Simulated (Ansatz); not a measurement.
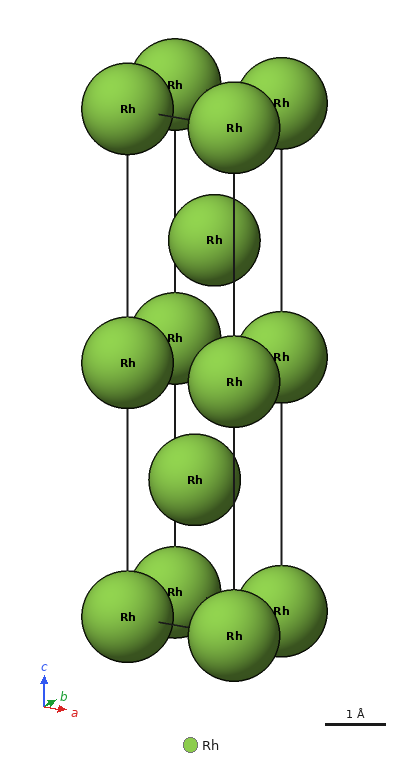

Structure drawing (spheres-only), viewed slightly off an axis. The frame is the conventional unit cell; atoms at its boundary are shown with their periodic copies.

Rh, space group P6_3/mmc (No. 194), a = 2.64 Å, b = 2.64 Å, c = 8.60 Å, α = 90.00°, β = 90.00°, γ = 120.00°.

Electronic-structure method: DFT r2SCAN, scalar-relativistic, plane waves, PAW in Ansatz 0.2.0. Parameters: wavefunction cutoff 500 eV, a 24×24×6 sampling of the Brillouin zone, Gaussian smearing of 0.1 eV, no spin polarisation.

**Classify it as metallic or gapped, with the value.**

A metal: bands cross the Fermi level.

**Give the pressure and its sign.**

The computed pressure is 19.9 GPa (compressed: it would expand).

The initial geometry was a structure listed in the Materials Project. The cell was then strained or its atoms displaced on purpose. It went into a calculation with Ansatz.

At this level of theory the run's own cell isn't at rest (compressed, at 20 GPa), so its distances can differ from those at equilibrium, the more so the softer the solid.
